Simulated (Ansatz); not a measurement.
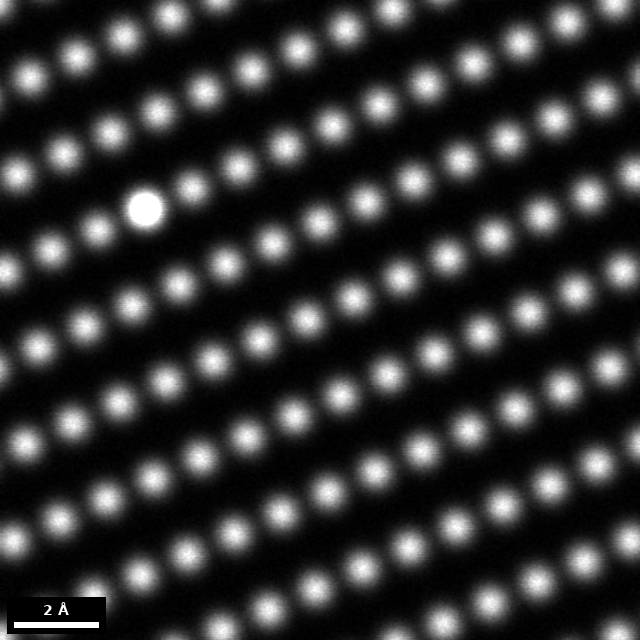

Dark-field STEM-like image of Mn (P6_3/mmc, No. 194) along [210]. The image is simulated as a sum over atoms of Z^1.7, blurred by a 0.64 Å probe (no channelling). Shot noise and a slight drift were added.

The sample is 1 repeat (4.2 Å) thick. One point defect was put into the perfect crystal, without relaxing the atoms around it. Brightness is counted from the darkest point of the image. Host structure: the geometry relaxed with Ansatz, DFT, LDA (PW92), plane waves (420 eV) with PAW, scalar-relativistic; the starting structure was generated, so it need not be a known form of this composition.

Where is the defect (in Å from the left and the top edge), and what does its contrast suggest?

Answer. At about 3 Å from the left and 5 Å from the top. The column is brighter, which points to a heavier atom. The column holds 1 atom (Mn) through the sample, and one Mn atom is replaced by Tc, so its peak rises to about 250 % of that of its equals.
